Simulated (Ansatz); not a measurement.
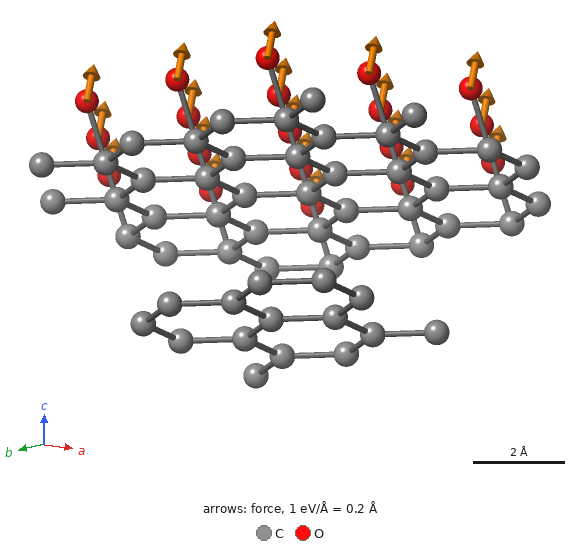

Starting geometry of a slab of composition C₈O (cut from the P6_3/mmc phase) with the computed forces as orange arrows. The picture is a ball-and-stick view of the atoms within 5.8 Å of the atom that moves most (axes of the 2 × 3 repeat of the cell, outlined in the plane, without the vacuum), seen from a free direction.

Case: O over the place (0/4, 2/4) of the surface cell, its height relaxed. The slab is the (0 0 1) face of C with O on it. 8 atoms are held fixed.

The calculation used DFT PBE+D3(BJ), scalar-relativistic, plane waves, PAW (Ansatz).

Input
```yaml
crystal:
  lattice:
    - [2.464979667, 0.0, 0.0]
    - [-1.2324898335, 2.1347350114, 0.0]
    - [0.0, 0.0, 29.1076495408]
  atoms:
    - { symbol: C, position: [0.0, 0.0, 0.2920194646] }
    - { symbol: C, position: [0.6666666667, 0.3333333333, 0.2920194566] }
    - { symbol: C, position: [0.0, 0.0, 0.4077696707] }
    - { symbol: C, position: [0.3333333333, 0.6666666667, 0.4077696627] }
    - { symbol: C, position: [0.0, 0.0, 0.5235198769] }
    - { symbol: C, position: [0.6666666667, 0.3333333333, 0.5235198689] }
    - { symbol: C, position: [0.0, 0.0, 0.6392700831] }
    - { symbol: C, position: [0.3333333333, 0.6666666667, 0.6392700751] }
    - { symbol: O, position: [0.0, 0.5, 0.6818705685] }
basis:
  ecutwfc: 420
kpoints:
  mp_grid: { grid: [12, 12, 1] }
hamiltonian:
  xc: pbe
  dispersion: d3bj
scf:
  occupations: { method: gaussian, width: 0.1 }
output:
  forces: true
  eigenvalues: true
  write_density: true
  write_potential: true
  elf: true
  volumetric_format: npy
relax:
  adjacent_minimum: "off"
  f_tol: 0.02
  max_steps: 25
  constraints: [{ sites: [0, 1, 2, 3, 4, 5, 6, 7] }, { site: 8, fix: xy }]
efield:
  axis: 3
  dipole_correction: true
  ramp_width: 0.04
```

Command:
```bash
ansatz run input.yaml --threads 2 --pin off --max-ram 5120MiB --backend cpu --events-out ev --progress --plain --runs-dir out
```

> Is this structure relaxed? If not, where do the atoms go?

It isn't relaxed: the largest force vector, on O9, is 4.96 eV/Å. The atoms end up moving mostly along the starting forces (cosine between the two patterns 0.96). The energy falls by 0.308 eV per cell of the calculation in 3 accepted moves (4 points after the start). Largest force component: 4.8 eV/Å at the start, 0.00095 eV/Å at the end. 1 step only repeated the SCF at the same geometry. O9 moves most: 0.14 Å along the normal (+c). C stays in place. The lattice vectors keep their values. Near-neighbour distances that change, for instance: C8–O9 1.430 → 1.556 Å. Among the angles between lasting bonds that change: C7–C8–O9 119.8° → 117.2°.

Limits of the set-up: the periodic images lie only 2.5 Å apart, so the values are limited by the cell's size.
